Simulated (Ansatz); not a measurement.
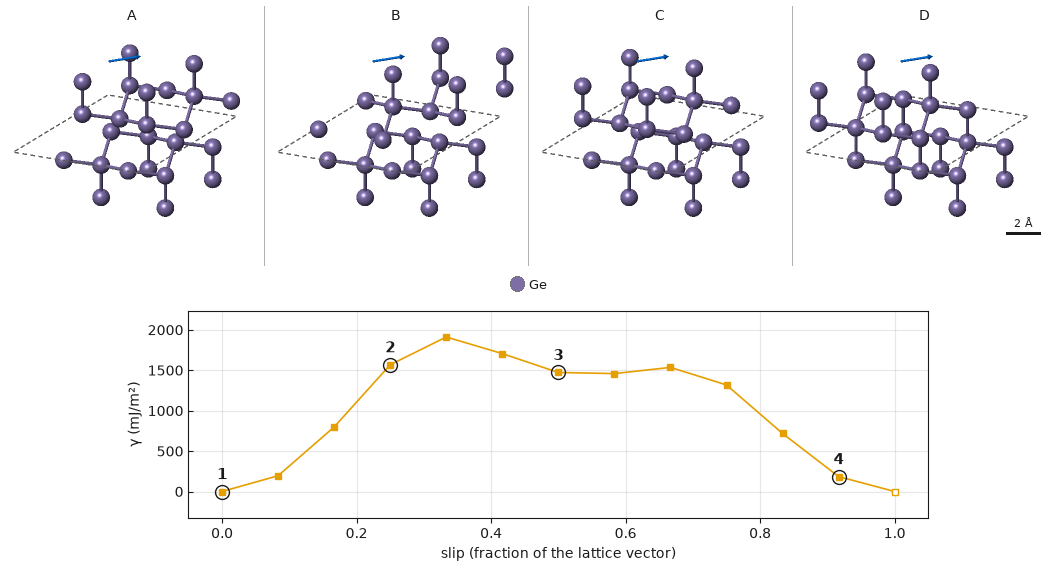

Solid Ge (Fd-3m): the crystal above a cut along the (1 1 1) plane of the conventional cell (between a plane of Ge below and one of Ge above, 2.46 Å apart) is slid rigidly by fractions of an in-plane lattice vector 6.95 Å long (a generalised stacking fault). One cut stands in each cell, which starts 9.8 Å high; nothing is relaxed, and the dashed outline marks the cut, the arrow on top the direction of slip. The frames are shuffled; the numbered points of the plot belong to them. Hollow markers are points alike by symmetry, not computed again. A ball-and-stick model of the layers on both sides of the cut, seen obliquely from above.

All numbers below come from Ansatz, DFT r2SCAN, scalar-relativistic, plane waves, PAW. Set-up: plane-wave cutoff 500 eV; k-point mesh 10 × 10 × 4; occupations gaussian; smearing width 0.03 eV; no spin polarisation. Energies (free energies at the smearing named) are counted from the relaxed crystal.

Which frame belongs to which numbered point?

Answer. Point 1 is frame D (the slip 0.00, 0 mJ/m²); 2 is frame C (the slip 0.25, 1568 mJ/m²); 3 is frame A (the slip 0.50, 1472 mJ/m²); 4 is frame B (the slip 0.917, 184 mJ/m²). The curve starts and ends at zero, since a full lattice vector restores the crystal. Its highest computed point is 1911 mJ/m² at slip 0.333. The local minimum at 0.583 (1458 mJ/m²) is a metastable fault on this line; the lower of the two humps that part it from the perfect crystal is 1535 mJ/m² high. The path isn't symmetric about half-way. Relaxation across the fault would lower the values. The band gap on the mesh, 0.35 eV in the reference, closes at 0.083, 0.167, 0.25, 0.333, 0.417, 0.50, 0.583, 0.667, 0.75, 0.833, 0.917.
